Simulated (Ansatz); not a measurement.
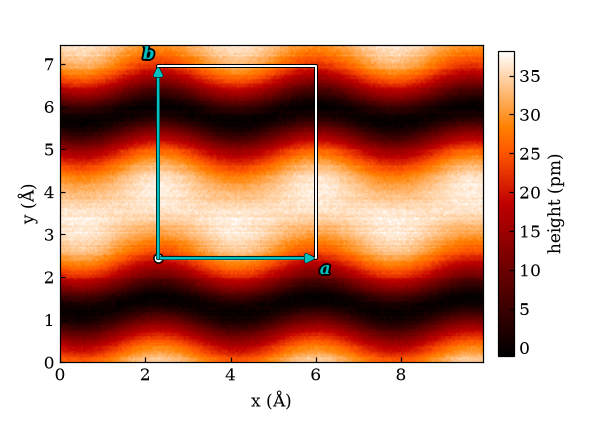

Constant-current image at a set point of 4.8 × 10⁻⁷ e/Å³ of monolayer As, sample bias −0.90 V. The white outline is the surface cell of the coordinates below, with its origin (dot) on a lattice point and its vectors a and b marked. Noise was added to mimic a scan.

Tersoff–Hamann simulation (s-wave tip); biases are sample biases. Zero bias is put in the middle of the gap by convention. Bias windows are sharp sums over the levels of the k mesh.

Level of theory: DFT PBE+D3(BJ), scalar-relativistic, plane waves, PAW (Ansatz). Cutoff 420 eV, 23 × 19 k-points, Gaussian smearing 0.05 eV, dipole correction. No spin polarisation.

```
As
1.0
     3.69963    0.00000    0.00000
     0.00000    4.51091    0.00000
     0.00000    0.00000   22.40452
As
4
Direct
  0.50000 0.93724 0.44634
  0.00000 0.56276 0.44634
  0.50000 0.06276 0.55366
  0.00000 0.43724 0.55366
```

The last single point, restarted from the relaxation's density, took 4 min on 1 thread of Arm Neoverse V2, on a shared host, peak memory 1.4 GiB.

**Assign the bright and dark features to the surface structure.**

The brightest spots lie over the top As atoms; the darkest points are over bridge points between As atoms. The corrugation is 37 pm at a mean tip height of 4.5 Å.
